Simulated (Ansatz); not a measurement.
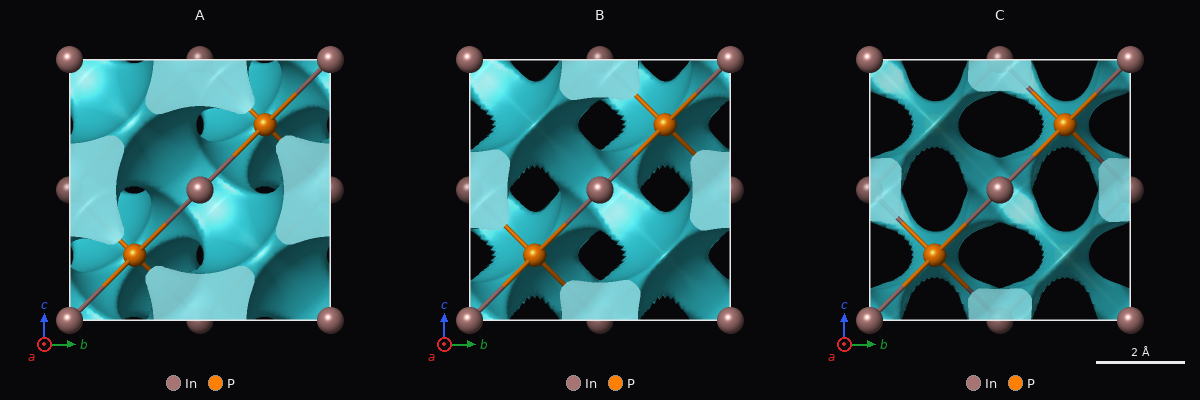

Three surfaces of the space that a probe's centre can reach in InP in space group F-43m, computed for probe radii of 0.50, 0.70, 0.85 Å, in shuffled order. Pale faces close the region where the drawn box cuts it.

The atoms' radii are covalent radii (Cordero): In 1.42 Å, P 1.07 Å.

Source of the atomic positions: the end point of a relaxation with DFT, PBE, plane waves, PAW in Ansatz 0.2.0.

```
CELL_PARAMETERS angstrom
5.96007 0.00000 0.00000
0.00000 5.96007 0.00000
0.00000 0.00000 5.96007
ATOMIC_POSITIONS crystal
In 0.00000 0.00000 0.00000
P 0.25000 0.25000 0.75000
In 0.00000 0.50000 0.50000
P 0.25000 0.75000 0.25000
In 0.50000 0.00000 0.50000
P 0.75000 0.25000 0.25000
In 0.50000 0.50000 0.00000
P 0.75000 0.75000 0.75000
```

**Which panel belongs to which radius, and what does each show?**

A: 0.50 Å, a three-dimensional network, 29 % of the volume. B: 0.70 Å, a three-dimensional network, 15 % of the volume. C: 0.85 Å, a three-dimensional network, 7.4 % of the volume. The larger the probe, the smaller the space left to it.
